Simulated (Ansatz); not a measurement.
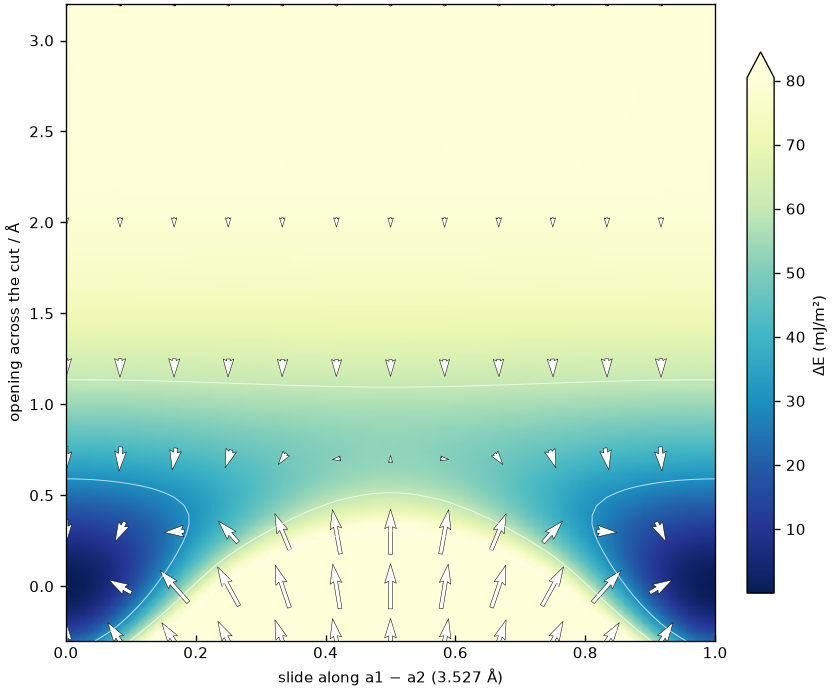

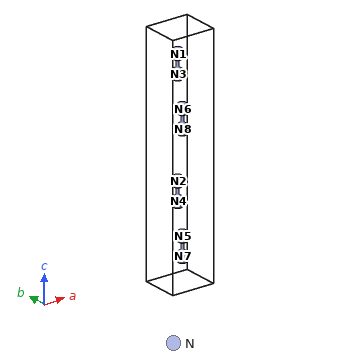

Energy landscape of N (P6_3/mmc, No. 194; 8 atoms in the cell). Rigid slide and opening across a plane, one cut a cell; the plane is (0 0 1) of the conventional cell. Coordinates scanned: (1) slide along a1 − a2 (3.527 Å); (2) opening across the cut. Nothing is relaxed (rigid halves). Grid: 12 × 7 points; 49 points were computed and 35 follow by symmetry. Points are written as (first, second). Energies are in mJ/m², from the lowest grid point. All numbers below come from Ansatz, DFT LDA, scalar-relativistic, plane waves, PAW. Settings: cutoff 520 eV, k-mesh 7×7×2 in the order of the run's cell vectors, gaussian smearing 0.05 eV, no spin polarisation.

The picture shows a smooth colour map with a few white contour lines, arrows along the force (downhill), their lengths compressed, one colour for all values above the top of the scale. Between grid points the surface is interpolated. The second picture is the structure at the lowest point

What does the map say about the system?

The lowest grid point is at (0.000, 0.0 Å). It is the only kind of minimum in the scanned range. The highest grid point, (0.500, −0.3 Å), lies 656 mJ/m² above the lowest. On the interpolated surface the easiest way out of the lowest well to its copy in the next cell or period passes a barrier of about 52 mJ/m². Round the minimum the two coordinates are nearly uncoupled. The gap on the k-mesh is 6.4 eV at the lowest point and runs from 5.6 to 6.7 eV over the map.

Each point was launched as `ansatz run input.yaml --threads 2 --pin off --max-ram 4096MiB --backend cpu --events-out ev --progress --plain --runs-dir out`. Time for the 49 points that were run: 6.8 min on 2 threads of Intel(R) Xeon(R) Platinum 8259CL CPU @ 2.50GHz (Skylake/Cascade Lake), on a shared host.
